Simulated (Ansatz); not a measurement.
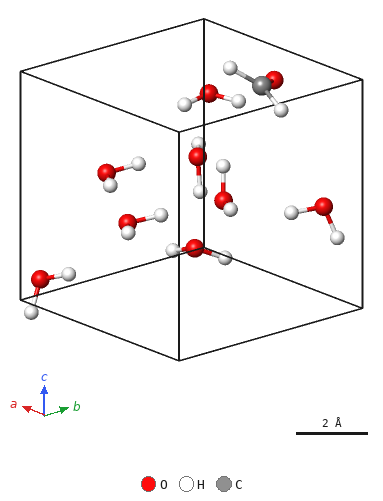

Starting frame of a dynamics run of a periodic cell with 8 H2O + 1 H2CO at 0.873 g/cm³. A ball-and-stick model of the simulation cell, seen from a free direction.

All numbers below come from DFT PBE-D3(BJ), scalar-relativistic, plane waves, PAW (Ansatz).

The input:
```yaml
crystal:
  lattice:
    - [6.918093, 0.0, 0.0]
    - [0.0, 6.918093, 0.0]
    - [0.0, 0.0, 6.918093]
  atoms:
    - { symbol: O, position: [0.75580794, 0.25737901, 0.55530742] }
    - { symbol: H, position: [0.64950626, 0.33972996, 0.60485305] }
    - { symbol: H, position: [0.82566386, 0.33834882, 0.46344105] }
    - { symbol: O, position: [0.19108251, 0.953452, 0.39857433] }
    - { symbol: H, position: [0.10381585, 0.9518624, 0.2856596] }
    - { symbol: H, position: [0.30056505, 0.872014, 0.36111578] }
    - { symbol: O, position: [0.89791796, 1.01922035, 0.10743559] }
    - { symbol: H, position: [0.90677342, 0.97761569, -0.03059436] }
    - { symbol: H, position: [0.88011897, 1.15894925, 0.10223928] }
    - { symbol: O, position: [0.29265678, 0.33844626, 0.33068754] }
    - { symbol: H, position: [0.16296276, 0.39118109, 0.31090011] }
    - { symbol: H, position: [0.27014056, 0.1997991, 0.35875861] }
    - { symbol: O, position: [0.43677883, 0.47904345, 0.66016718] }
    - { symbol: H, position: [0.37658474, 0.43994962, 0.53271776] }
    - { symbol: H, position: [0.35460289, 0.41228691, 0.75319851] }
    - { symbol: O, position: [0.64416281, 0.79873664, 0.33998738] }
    - { symbol: H, position: [0.68451004, 0.83133574, 0.47226435] }
    - { symbol: H, position: [0.71248722, 0.89614336, 0.26045898] }
    - { symbol: O, position: [0.91467329, 0.50967911, 0.23597812] }
    - { symbol: H, position: [0.81286384, 0.60321532, 0.2762209] }
    - { symbol: H, position: [1.0004131, 0.58644311, 0.15277509] }
    - { symbol: O, position: [0.88458968, 0.92719889, 0.71488175] }
    - { symbol: H, position: [0.8455719, 1.05487457, 0.66174649] }
    - { symbol: H, position: [1.00179085, 0.89561923, 0.64190143] }
    - { symbol: O, position: [0.22246805, 0.71060954, 0.99952118] }
    - { symbol: C, position: [0.3713915, 0.77185677, 0.92100054] }
    - { symbol: H, position: [0.36509307, 0.87129536, 0.79274528] }
    - { symbol: H, position: [0.51867278, 0.72641936, 0.96964575] }
basis:
  ecutwfc: 420.0
kpoints:
  mp_grid: { grid: [1, 1, 1] }
hamiltonian:
  xc: pbe
  dispersion: d3bj
scf:
  occupations: { method: fermi_dirac, width: 0.05 }
  lower_state_search: "off"
md:
  timestep: 0.5
  n_steps: 300
  ensemble: nvt_langevin
  temperature: 1500.0
  initial_velocities: maxwell_boltzmann
  seed: 355458
  friction: 0.02
```

Command:
```bash
ansatz run input.yaml --threads 1 --pin off --max-ram 3072MiB --backend cpu --events-out ev --progress --plain --runs-dir out
```

Question: What does the trajectory do?

Answer: The mean temperature in the second half is 1261 K (standard deviation 118 K). The potential energy in the second half lies on average 154 meV per atom above the first frame. In the second half of the run the atoms are, in the root-mean-square, this far from where they began (common drift taken out): H 1.51 Å, O 1.00 Å, C 0.95 Å. The molecules turn and drift from their places.

Along the run (each row but the first and the last is the mean over the interval that it begins):

```json
{"time (fs)": "0.0", "potential energy (meV/atom)": "0.0", "T (K)": "1446"}
{"time (fs)": "18.5", "potential energy (meV/atom)": "120.9", "T (K)": "983"}
{"time (fs)": "37.0", "potential energy (meV/atom)": "128.8", "T (K)": "1311"}
{"time (fs)": "55.5", "potential energy (meV/atom)": "164.0", "T (K)": "1450"}
{"time (fs)": "74.0", "potential energy (meV/atom)": "161.5", "T (K)": "1317"}
{"time (fs)": "92.5", "potential energy (meV/atom)": "151.4", "T (K)": "1239"}
{"time (fs)": "111.0", "potential energy (meV/atom)": "150.6", "T (K)": "1270"}
{"time (fs)": "129.5", "potential energy (meV/atom)": "152.2", "T (K)": "1241"}
{"time (fs)": "148.0", "potential energy (meV/atom)": "172.9", "T (K)": "1118"}
```

The paths of the atoms:

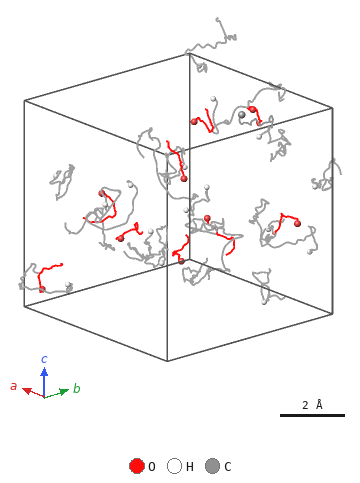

Limits of the set-up: the periodic images lie only 6.9 Å apart, so the values are limited by the cell's size.

The run took 8.9 min on 1 thread of Arm Neoverse V1, on a shared host, peak memory 0.38 GiB.
